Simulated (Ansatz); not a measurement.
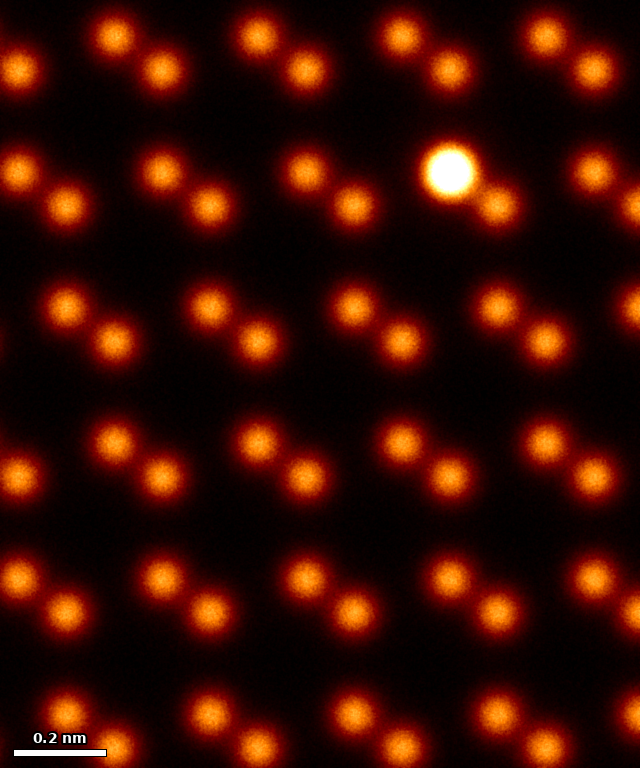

Z-contrast image of Co (Fd-3m, No. 227) along [110]. Simulated incoherent Z contrast: every atom adds Z^1.6 spread by a probe of 0.81 Å full width; channelling and multiple scattering are left out. The probe carries 25 % of its weight in a tail 2.5 times as wide. Shot noise was added.

The sample is 2 repeats (7.3 Å) thick. One point defect was put into the perfect crystal, without relaxing the atoms around it. Brightness is counted from the darkest point of the image. Host structure: the end point of a relaxation with DFT, RPBE, plane waves (420 eV) with PAW, scalar-relativistic in Ansatz; the starting structure was generated, so it need not be a known form of this composition.

**Where is the defect (in Å from the left and the top edge), and what does its contrast suggest?**

At about 10 Å from the left and 4 Å from the top. The column is brighter, which points to a heavier atom. The column holds 2 atoms (Co) through the sample, and one Co atom is replaced by Ir, so its peak rises to about 320 % of that of its equals.
